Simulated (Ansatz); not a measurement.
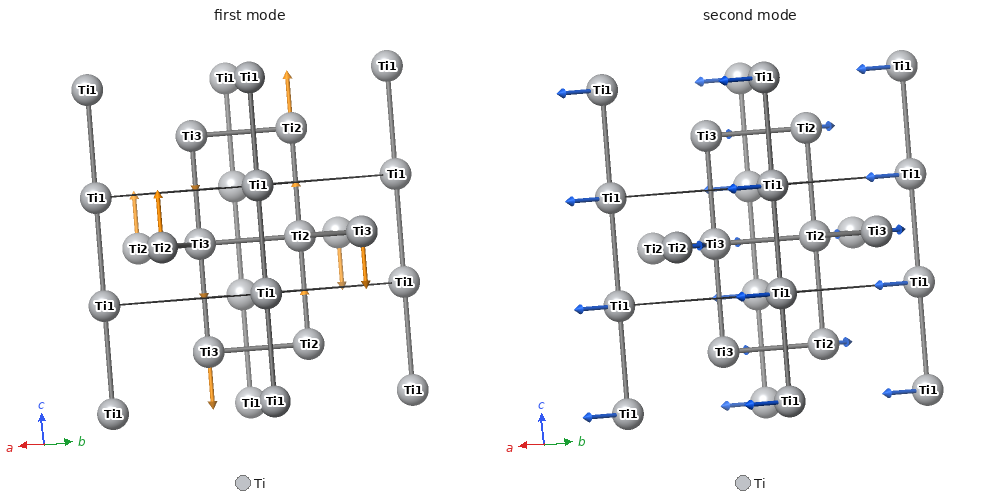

Two computed energy maps of cells of Ti. The picture above is the structure of the first map; its two panels give the patterns of the first and the second mode as arrows.

Map 1

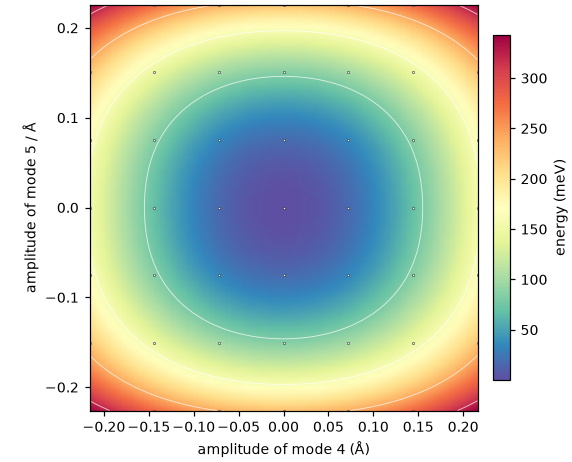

Ti (P6/mmm, No. 191; 3 atoms in the cell). The energy is mapped over two normal modes frozen in (zone-centre modes of the 3-atom cell of this scan). The first coordinate is: amplitude of mode 4 (135 cm⁻¹), largest displacement; the second: amplitude of mode 5 (149 cm⁻¹), largest displacement. Nothing is relaxed (the cell and all other modes fixed). The scan uses a 7 × 7 grid; 16 points were computed and 33 follow by symmetry. Points are written as (first, second). Energies: meV per cell, counted from the lowest grid point. Level of theory: DFT PBE, scalar-relativistic, plane waves, PAW in Ansatz. Settings: cutoff 520 eV, k-mesh 12×12×14 in the order of the run's cell vectors, gaussian smearing 0.15 eV, no spin polarisation.

Drawn: a smooth colour map with a few white contour lines, dots at the grid points. Between grid points the surface is interpolated.

Map 2

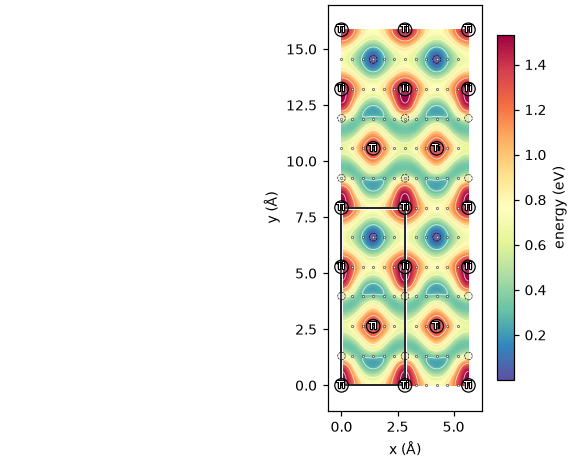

S on a Ti(110) slab cut from the P6/mmm phase, its upper half relaxed before the scan (9 atoms of substrate and one adsorbate in a 1 × 1 cell). 
- S is moved over the surface cell; relaxed at each place: the height of the adsorbate's atoms; substrate rigid; the origin of the map has the adsorbate above Ti8.
- Places are given modulo a cell vector. The map is drawn in real space over the plane of the surface.
- Grid: 6 × 6 points; 16 points were computed and 20 follow by symmetry.
- Energies: eV, counted from the lowest grid point.
- With one adsorbate in each 1 × 1 cell, its nearest image is 2.8 Å away, so neighbouring adsorbates interact.
- These are results of Ansatz 0.2.0, DFT PBE, scalar-relativistic, plane waves, PAW, not measurements. Settings: cutoff 420 eV, k-mesh 9×4×1, gaussian smearing 0.1 eV, no spin polarisation.

In the figure: a smooth colour map with a few white contour lines, dots at the grid points, labelled circles for the atoms of the top layer and small ones for the second layer, the outline of one cell of the 2 × 2 shown. Between grid points the surface is interpolated.

Q: What does each map show?

A: Map 1: The lowest grid point is at (0.000 Å, 0.000 Å). It is the only kind of minimum in the scanned range. The highest grid point, (−0.216 Å, −0.226 Å), lies 343 meV above the lowest.
Map 2: The lowest grid point is at a fourfold hollow over a second-layer Ti atom, (3/6, 5/6) of the cell vectors. A higher local minimum lies near (2/6, 1/6) of the cell vectors [nearest 2 Ti at 2.33 Å] (0.32 eV above the lowest at that grid point). The highest grid point, the top site over a surface Ti atom, (0/6, 0/6) of the cell vectors, lies 1.53 eV above the lowest. On the interpolated surface the easiest way out of the lowest well to its copy in the next cell or period passes a barrier of about 0.69 eV. At the lowest point the adsorbate has 4 Ti at 2.46 Å as nearest neighbours, at the highest 1 Ti at 2.22 Å. Its relaxed height above the top atom is 1.51 Å at the lowest and 2.22 Å at the highest point.

PAW datasets: the set soft_1.
